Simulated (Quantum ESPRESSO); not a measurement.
# 2H-WSe2, 1 layer, stepped through the share of short-range exact exchange, part 2 of 3

What law, if any, do the results for 2H-WSe2, 1 layer follow against the share of short-range exact exchange?

Quantum ESPRESSO 7.5; plane-wave DFT, PBE, SG15 norm-conserving pseudopotentials.

So far. Step 2 (Variable-cell relaxation of the reference):  The last row is no step: it is a fresh SCF in the final cell with a new plane-wave basis, +0 meV from the row before.

### 3. Ground state, 0

The self-consistent run of this member.

Level of this step: plane-wave DFT, PBE, SG15 norm-conserving pseudopotentials (Quantum ESPRESSO 7.5).

m0.scf.in

```
&control
  prefix = 'm0.scf'
  outdir = './out'
  pseudo_dir = './pseudo'
  calculation = 'scf'
  tprnfor = .true.
/
&system
  ibrav = 0
  nat = 3
  ntyp = 2
  ecutwfc = 60
  ecutrho = 240
  occupations = 'fixed'
  nbnd = 23
/
&electrons
  conv_thr = 1e-08
  mixing_beta = 0.6
  electron_maxstep = 120
/
ATOMIC_SPECIES
  Se  78.9710  Se_ONCV_PBE-1.2.upf
  W   183.8400  W_ONCV_PBE-1.2.upf
CELL_PARAMETERS angstrom
  3.31815931000000 0.00000000000000 0.00000000000000
  -1.65907965500000 2.87361025600000 0.00000000000000
  0.00000000000000 0.00000000000000 18.74034793400000
ATOMIC_POSITIONS crystal
  Se  0.333333333300 0.666666666700 0.410331696300
  W   0.000000000000 0.000000000000 0.500000000000
  Se  0.333333333300 0.666666666700 0.589668303700
K_POINTS automatic
  9 9 1 0 0 0
```

Command:

```bash
$ OMP_NUM_THREADS=1 mpirun -n 4 pw.x -nk 4 -in m0.scf.in > m0.scf.out
```

Log:

```text
[banner, memory and clock lines left out]
Program PWSCF v.7.5 starts
[citation notice left out]

[...]
Message from routine setup:
[...]
bravais-lattice index     =            0
     lattice parameter (alat)  =       6.2704  a.u.
     unit-cell volume          =    1205.8668 (a.u.)^3
     number of atoms/cell      =            3
     number of atomic types    =            2
     number of electrons       =        40.00
     number of Kohn-Sham states=           23
     kinetic-energy cutoff     =      60.0000  Ry
     charge density cutoff     =     240.0000  Ry
     scf convergence threshold =      1.0E-08
     mixing beta               =       0.6000
     number of iterations used =            8  plain     mixing
     Exchange-correlation= PBE
                           (   1   4   3   4   0   0   0)

[...]
PseudoPot. # 1 for Se read from file:
     ./pseudo/Se_ONCV_PBE-1.2.upf
     Pseudo is Norm-conserving, Zval =  6.0
     Generated using ONCVPSP code by D. R. Hamann
     Using radial grid of  602 points,  6 beta functions with:
                l(1) =   0
                l(2) =   0
                l(3) =   1
                l(4) =   1
                l(5) =   2
                l(6) =   2

     PseudoPot. # 2 for W  read from file:
     ./pseudo/W_ONCV_PBE-1.2.upf
     Pseudo is Norm-conserving, Zval = 28.0
     Generated using ONCVPSP code by D. R. Hamann
     Using radial grid of  602 points,  8 beta functions with:
                l(1) =   0
                l(2) =   0
                l(3) =   1
                l(4) =   1
                l(5) =   2
                l(6) =   2
                l(7) =   3
                l(8) =   3

     atomic species   valence    mass     pseudopotential
     Se                6.00    78.97100     Se( 1.00)
     W                28.00   183.84000     W ( 1.00)

     12 Sym. Ops. (no inversion) found

[...]
number of k points=    12
[...]
Dense  grid:    75907 G-vectors     FFT dimensions: (  32,  32, 180)

     Initial potential from superposition of free atoms

     starting charge      39.8971, renormalised to      40.0000

     negative rho (up, down):  1.603E-04 0.000E+00
     Starting wfcs are random

     per-process dynamical memory:    57.3 Mb

     Self-consistent Calculation

     iteration #  1     ecut=    60.00 Ry     beta= 0.60
     Davidson diagonalization with overlap
     ethr =  1.00E-02,  avg # of iterations = 14.8

     Threshold (ethr) on eigenvalues was too large:
     Diagonalizing with lowered threshold

     Davidson diagonalization with overlap
     ethr =  3.83E-04,  avg # of iterations =  2.4

     negative rho (up, down):  1.332E-05 0.000E+00

     total energy              =    -581.84906085 Ry
     estimated scf accuracy    <       0.12866460 Ry

     iteration #  2     ecut=    60.00 Ry     beta= 0.60
[...]
negative rho (up, down):  9.732E-06 0.000E+00

[...]
total energy              =    -581.81943844 Ry
     estimated scf accuracy    <       0.50392174 Ry

     iteration #  3     ecut=    60.00 Ry     beta= 0.60
[...]
negative rho (up, down):  3.611E-06 0.000E+00

[...]
total energy              =    -581.90167199 Ry
     estimated scf accuracy    <       0.03070010 Ry

     iteration #  4     ecut=    60.00 Ry     beta= 0.60
[...]
negative rho (up, down):  5.228E-08 0.000E+00

[...]
total energy              =    -581.90561437 Ry
     estimated scf accuracy    <       0.00093406 Ry

     iteration #  5     ecut=    60.00 Ry     beta= 0.60
[...]
total energy              =    -581.90579211 Ry
     estimated scf accuracy    <       0.00018694 Ry

     iteration #  6     ecut=    60.00 Ry     beta= 0.60
[...]
total energy              =    -581.90580746 Ry
     estimated scf accuracy    <       0.00000910 Ry

     iteration #  7     ecut=    60.00 Ry     beta= 0.60
[...]
total energy              =    -581.90581002 Ry
     estimated scf accuracy    <       0.00000548 Ry

     iteration #  8     ecut=    60.00 Ry     beta= 0.60
[...]
total energy              =    -581.90581110 Ry
     estimated scf accuracy    <       0.00000038 Ry

     iteration #  9     ecut=    60.00 Ry     beta= 0.60
[...]
total energy              =    -581.90581110 Ry
     estimated scf accuracy    <       0.00000009 Ry

     iteration # 10     ecut=    60.00 Ry     beta= 0.60
[...]
End of self-consistent calculation

          k = 0.0000 0.0000 0.0000 (  9537 PWs)   bands (ev):

   -72.6381 -36.8680 -36.7588 -36.7588 -26.8047 -26.8047 -26.7991 -26.7852
   -26.7540 -26.7540 -26.7329 -13.2322 -12.0139  -4.6663  -0.8617  -0.8617
    -0.6972   0.2440   0.2440   1.1353   4.3559   4.3559   4.5173

          k = 0.0000 0.1283 0.0000 (  9505 PWs)   bands (ev):

   -72.6370 -36.8633 -36.7836 -36.7646 -26.8048 -26.8044 -26.7984 -26.7861
   -26.7545 -26.7541 -26.7325 -13.0551 -11.9239  -4.4366  -1.3892  -1.0810
    -0.6904  -0.0475   0.2667   1.0668   3.8743   4.0189   4.2976

[...]
highest occupied, lowest unoccupied level (ev):     1.4600    3.0257

!    total energy              =    -581.90581111 Ry
     estimated scf accuracy    <          9.5E-10 Ry

     The total energy is the sum of the following terms:
     one-electron contribution =   -2533.17754303 Ry
     hartree contribution      =    1270.01537315 Ry
     xc contribution           =     -50.87611954 Ry
     ewald contribution        =     732.13247831 Ry

     convergence has been achieved in  10 iterations

     Forces acting on atoms (cartesian axes, Ry/au):

     atom    1 type  1   force =     0.00000000    0.00000000   -0.00021225
     atom    2 type  2   force =    -0.00000000   -0.00000000    0.00000000
     atom    3 type  1   force =    -0.00000000   -0.00000000    0.00021225

     Total force =     0.000300     Total SCF correction =     0.000086
     SCF correction compared to forces is large: reduce conv_thr to get better values

[...]
```

Run time: 15 s. Hardware: 4 MPI ranks of Arm Neoverse V1, shared host; peak memory 0.43 GiB; 60 s of CPU time.

Read from the output:

- free energy: -7917.2319 eV
- valence top, on the run's zero: 1.460 eV
- conduction bottom, on the run's zero: 3.026 eV
- gap by band count: 1.566 eV

### 4. Potential by pp.x, 0

plot_num = 11 writes the bare and Hartree potential, from which vacuum levels or, in a crystal, the mean potential are read.

m0.pot.in

```
&inputpp
  prefix = 'm0.scf'
  outdir = './out'
  filplot = 'm0.pot.dat'
  plot_num = 11
/
```

Command:

```bash
$ OMP_NUM_THREADS=1 mpirun -n 4 pp.x -in m0.pot.in > m0.pot.out
```

Log:

```text
[banner, memory and clock lines left out]
Program POST-PROC v.7.5 starts

          URL

     ./out/m0.scf.save/

     IMPORTANT: XC functional enforced from input :
     Exchange-correlation= PBE
                           (   1   4   3   4   0   0   0)
     Any further DFT definition will be discarded
     Please, verify this is what you really want

     Calling punch_plot, plot_num =  11
     Writing data to file  m0.pot.dat
     Message from routine chdens:
     namelist plot not found or invalid, exiting
```

It took 0.72 s on 4 MPI ranks; peak memory 0.09 GiB; 2.6 s of CPU time.

Read from the output:

| Quantity | Value |
| --- | --- |
| potential in the middle of the vacuum, over the valence top | 5.082 eV |

Electrostatic potential energy of an electron; zero at the highest filled level of the SCF mesh. Table of potential energy, planar mean by z:

```csv
z (Å),"potential energy, planar mean (eV)"
0,5.08
2,5.08
4,5.08
6,4.74
8,-13.1
10,-7.50
12,1.96
14,5.07
16,5.08
18,5.08
```

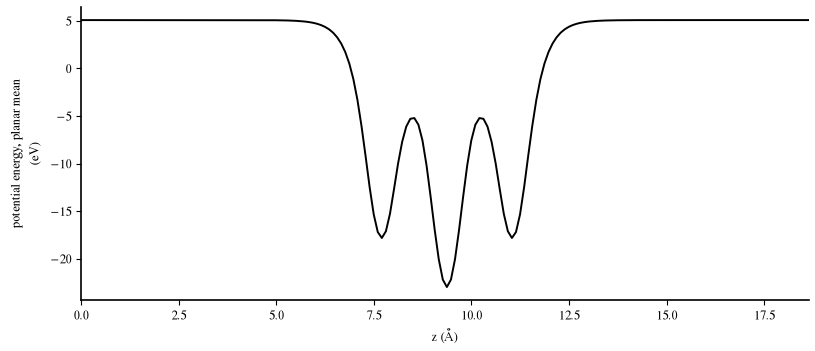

Potential energy, planar mean against z.

### 5. Self-consistent run, 0.1

Level of this step: plane-wave DFT, screened hybrid with 0.1 exact exchange, SG15 norm-conserving pseudopotentials (Quantum ESPRESSO 7.5). input_dft overrides the functional of the files.

m1.scf.in, as its differences from the input of step 3:

```diff
@@ -1,3 +1,3 @@
 &control
-  prefix = 'm0.scf'
+  prefix = 'm1.scf'
   outdir = './out'
@@ -15,2 +15,8 @@
   nbnd = 23
+  input_dft = 'hse'
+  exx_fraction = 0.1
+  nqx1 = 3
+  nqx2 = 3
+  nqx3 = 1
+  ecutfock = 60
 /
```

Command:

```bash
$ OMP_NUM_THREADS=1 mpirun -n 4 pw.x -nk 4 -in m1.scf.in > m1.scf.out
```

Log:

```text
[banner, memory and clock lines left out]
Program PWSCF v.7.5 starts
[...]
Message from routine setup:
[...]
number of electrons       =        40.00
     number of Kohn-Sham states=           23
     kinetic-energy cutoff     =      60.0000  Ry
     charge density cutoff     =     240.0000  Ry
[...]
number of k points=    12
[...]
Dense  grid:    75907 G-vectors     FFT dimensions: (  32,  32, 180)
[...]
negative rho (up, down):  1.603E-04 0.000E+00
     Starting wfcs are random
[...]
negative rho (up, down):  1.332E-05 0.000E+00
[...]
estimated scf accuracy    <       0.12866460 Ry
[...]
negative rho (up, down):  9.732E-06 0.000E+00
[...]
estimated scf accuracy    <       0.50392174 Ry
[...]
negative rho (up, down):  3.611E-06 0.000E+00
[...]
estimated scf accuracy    <       0.03070010 Ry
[...]
negative rho (up, down):  5.228E-08 0.000E+00
[...]
estimated scf accuracy    <       0.00093406 Ry
[...]
estimated scf accuracy    <       0.00018694 Ry
[...]
estimated scf accuracy    <       0.00000910 Ry
[...]
estimated scf accuracy    <       0.00000548 Ry
[...]
estimated scf accuracy    <       0.00000038 Ry
[...]
estimated scf accuracy    <       0.00000009 Ry
[...]
highest occupied, lowest unoccupied level (ev):     1.4600    3.0257
!    total energy              =    -581.90581111 Ry
     estimated scf accuracy    <          9.5E-10 Ry
     convergence has been achieved in  10 iterations
[...]
estimated scf accuracy    <       0.00529110 Ry
[...]
estimated scf accuracy    <       0.03522947 Ry
[...]
estimated scf accuracy    <       0.00002589 Ry
[...]
estimated scf accuracy    <       0.00000883 Ry
[...]
estimated scf accuracy    <       0.00000080 Ry
[...]
estimated scf accuracy    <       0.00000012 Ry
[...]
highest occupied, lowest unoccupied level (ev):     1.2430    3.0278
!    total energy              =    -581.41069335 Ry
     estimated scf accuracy    <          1.6E-09 Ry
     convergence has been achieved in   7 iterations
[...]
estimated scf accuracy    <       0.00001325 Ry
[...]
estimated scf accuracy    <       0.00007601 Ry
[...]
estimated scf accuracy    <       0.00000022 Ry
[...]
estimated scf accuracy    <       0.00000003 Ry
[...]
highest occupied, lowest unoccupied level (ev):     1.2413    3.0303
!    total energy              =    -581.41077706 Ry
     estimated scf accuracy    <          8.0E-10 Ry
     convergence has been achieved in   5 iterations
[...]
estimated scf accuracy    <       0.00000004 Ry
[...]
estimated scf accuracy    <       0.00000014 Ry
[...]
highest occupied, lowest unoccupied level (ev):     1.2408    3.0303
!    total energy              =    -581.41077774 Ry
     estimated scf accuracy    <          4.6E-09 Ry
     convergence has been achieved in   3 iterations
[...]
estimated scf accuracy    <       0.00000007 Ry
[...]
estimated scf accuracy    <       0.00000050 Ry
[...]
highest occupied, lowest unoccupied level (ev):     1.2411    3.0306
!    total energy              =    -581.41077776 Ry
     estimated scf accuracy    <          1.1E-10 Ry
     convergence has been achieved in   3 iterations
[...]
!!   total energy              =    -581.41077777 Ry
[...]
Total force =     0.017744     Total SCF correction =     0.000029
[...]
```

Elapsed: 1.9 min, on 4 MPI ranks; peak memory 3.6 GiB.

This step gave:

| Item | Value |
| --- | --- |
| free energy | -7910.4966 eV |
| valence top, on the run's zero | 1.241 eV |
| conduction bottom, on the run's zero | 3.031 eV |
| gap by band count | 1.790 eV |

[end of part 2 of 3]

[Logs are printed without paths, hosts, clocks, repeated set-up lines and the standing remarks that a program may print on its own settings, such as how far it seeks lower states.]

[Hosts, paths, dates, database ids (printed as entryN), source tags and the programs' standing remarks are cut or masked in the printed files.]

[Maps of the electrostatic potential energy from Ansatz leave out the sawtooth potential of an applied field or a dipole correction, so their vacuum need not be flat; planar profiles and work functions include it.]
